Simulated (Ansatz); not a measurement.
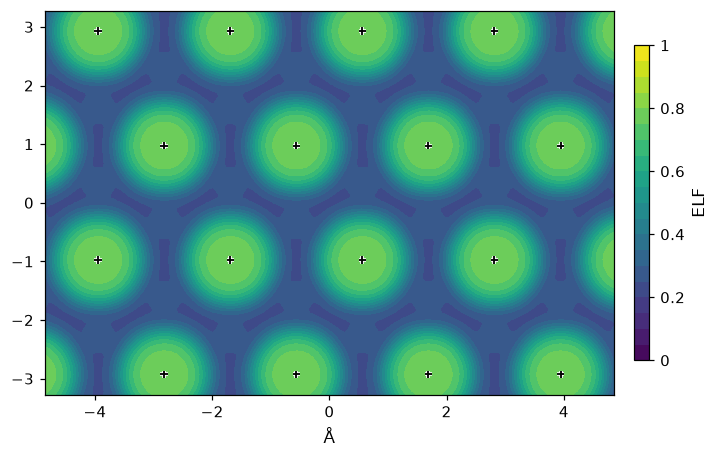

The electron localisation function on a plane through atoms (crosses mark nuclei in the plane).

These are results of DFT PBEsol, scalar-relativistic, plane waves, PAW (Ansatz 0.2.0), not measurements.

Candidates:
A. Ge, a = 4.00 Å, b = 4.00 Å, c = 6.60 Å, α = 90.00°, β = 90.00°, γ = 120.00°. Space group P6₃/mmc; a structure from a database of computed crystals, not necessarily the ambient phase.
B. TiO, a = 3.03 Å, b = 3.03 Å, c = 3.24 Å, α = 90.00°, β = 90.00°, γ = 120.00°. Space group P-6m2; computed pressure about −40 GPa in this cell; computed without spin polarisation.
C. Rh, a = 2.25 Å, b = 2.25 Å, c = 9.38 Å, α = 90.00°, β = 90.00°, γ = 120.00°. Space group R-3m; computed pressure about 106 GPa in this cell; computed without spin polarisation.

Which system is this?

Candidate C: Rh on the (001) plane of the conventional cell, which holds Rh. Rh–Rh (2.25 Å): the ELF is about 0.25 at the midpoint; no shared electron pair shows on this line.
